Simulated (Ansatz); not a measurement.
LiF

Input file:

```
crystal:
  lattice:
    - [2.8340327103, 0.0, 0.0]
    - [-1.4170163551, 2.4543443223, 0.0]
    - [0.0, 0.0, 4.6279474458]
  atoms:
    - { symbol: Li, position: [0.0, 0.0, 0.0] }
    - { symbol: F, position: [0.3333333333, 0.6666666667, 0.25] }
    - { symbol: Li, position: [0.0, 0.0, 0.5] }
    - { symbol: F, position: [0.6666666667, 0.3333333333, 0.75] }
basis:
  ecutwfc: 420
kpoints:
  mp_grid: { grid: [9, 9, 6] }
hamiltonian:
  xc: pbesol
scf:
  occupations: { method: gaussian, width: 0.02 }
output:
  forces: true
  stress: true
  eigenvalues: true
  populations: true
  write_density: true
  write_potential: true
  elf: true
  volumetric_format: npy
relax:
  adjacent_minimum: "off"
  f_tol: 0.01
  max_steps: 45
  cell: { stress_tol: 0.05 }
```

Run with:

```sh
ansatz run input.yaml --threads 1 --pin off --max-ram 2560MiB --backend cpu --events-out ev --progress --plain --runs-dir out
```

Below, planes, directions and counts refer to the conventional cell (a = 2.79 Å, b = 2.79 Å, c = 4.81 Å, α = 90.00°, β = 90.00°, γ = 120.00°).

The fields are those of the run's last geometry, not of the input's.

Space group P6₃/mmc; a generated structure, not necessarily the stable one.

Level of theory: Ansatz, DFT PBEsol, scalar-relativistic, plane waves, PAW.

Predict the valence pseudo-density and electron localisation function between the atoms.

Li–F (2.01 Å): ρ is about 0.27 e/Å³ halfway; the ELF peaks at about 0.80 in the valence shell of F, 0.6 Å from its nucleus, and falls to about 0 next to Li: a closed-shell, largely ionic contact.

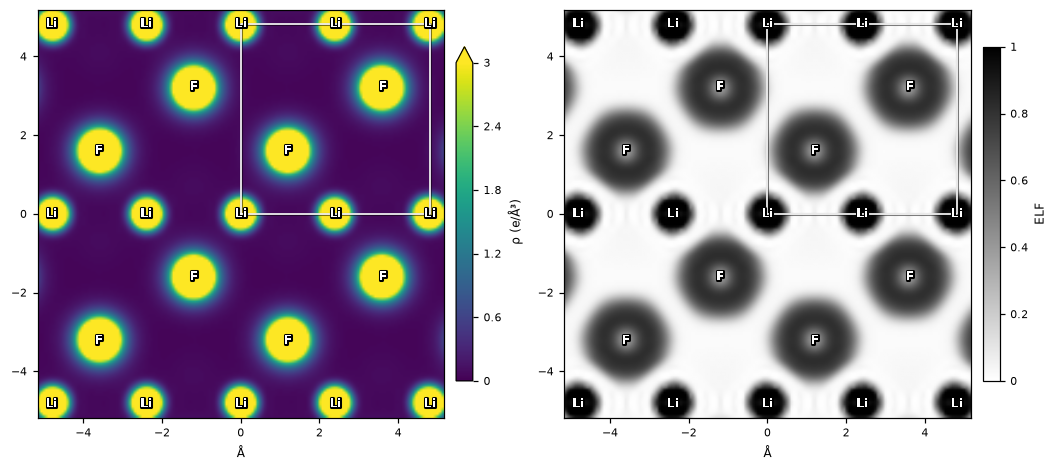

Computed valence pseudo-density and electron localisation function on the (110) plane of the conventional cell, in this order. 

In a PAW calculation such maps are meaningful between the atoms, not at the nuclei.
